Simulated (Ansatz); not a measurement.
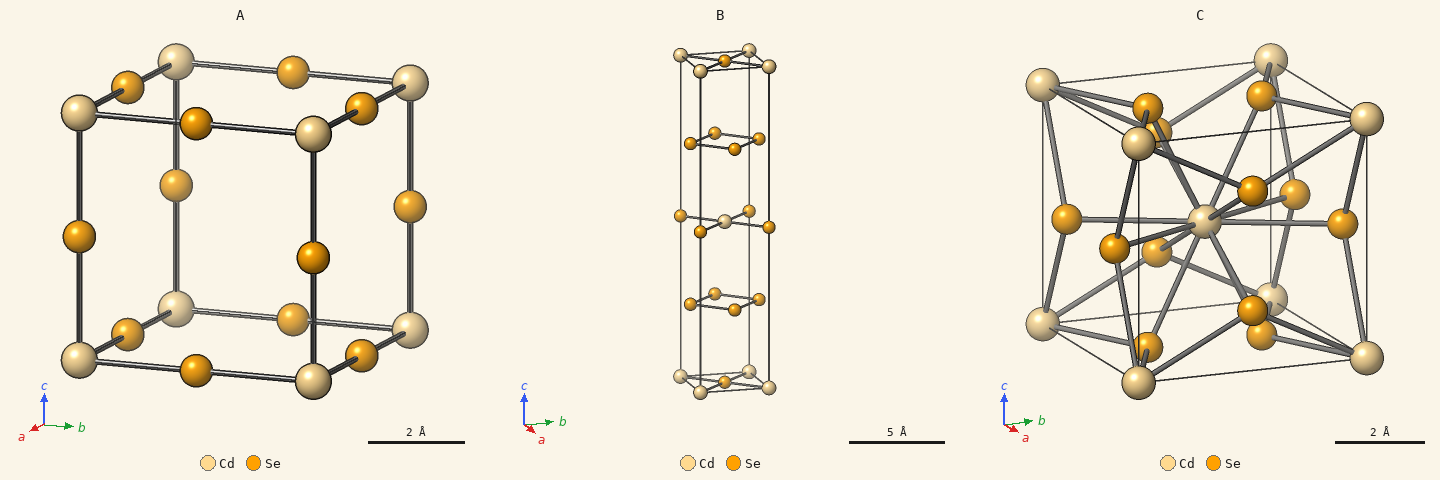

Three structures of CdSe3, each relaxed to rest (conventional cells in solid outline, small ones repeated, each panel with its own scale). Method: Ansatz 0.2.0, DFT PBE, scalar-relativistic, plane waves, PAW, without spin polarisation.

> Name the structure in each panel.

A: ReO₃ type, Pm-3m; B: 8 atoms a cell on a body-centred tetragonal lattice, I4/mmm; C: Cr₃Si (A15) type, Pm-3n.

> Rank them by energy, lowest first.

B, then C (+379 meV/atom) and A (+723 meV/atom), energies at zero smearing.

> Collect the results in a table.

| panel | structure | E − E(lowest) (meV/atom) | volume (Å³/atom) | gap (eV) |
| --- | --- | --- | --- | --- |
| B | I4/mmm | 0 | 31.3 | metal |
| C | Pm-3n | 379 | 22.1 | metal |
| A | Pm-3m | 723 | 37.1 | metal |

Some of these may be structure types tried for this composition rather than known phases, and the most stable form need not be among them. Gaps are taken on the k-mesh or band path of each run.
